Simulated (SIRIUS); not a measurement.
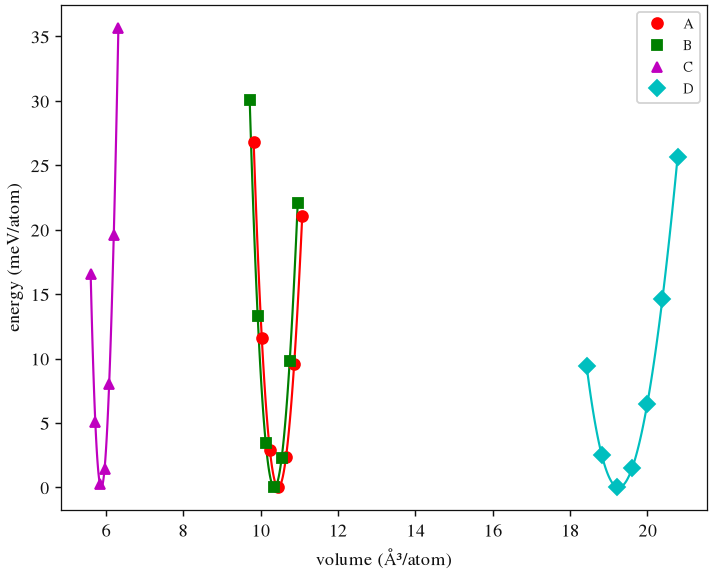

The figure shows the energy against volume, with one curve for each compound, for AlN, BN, SiC and ZnS (all in space group P6_3mc (No. 186)). The labels are replaced by letters.

Calculation (SIRIUS 7.10.0): plane-wave DFT, no spin polarisation; energies at scaled volumes of the given cell, shape and fractions fixed, counted from the fit's minimum, third-order Birch-Murnaghan fit. Level: PBEsol.

occupations Fermi–Dirac; smearing width 0.05 eV; potentials dojo sr pbesol 0.4.1 standard.

Q: Which letter stands for which compound?

A: A: AlN; B: SiC; C: BN; D: ZnS.

Note: shape and atomic fractions are frozen while scaling, which makes layered, chain and framework solids too stiff.
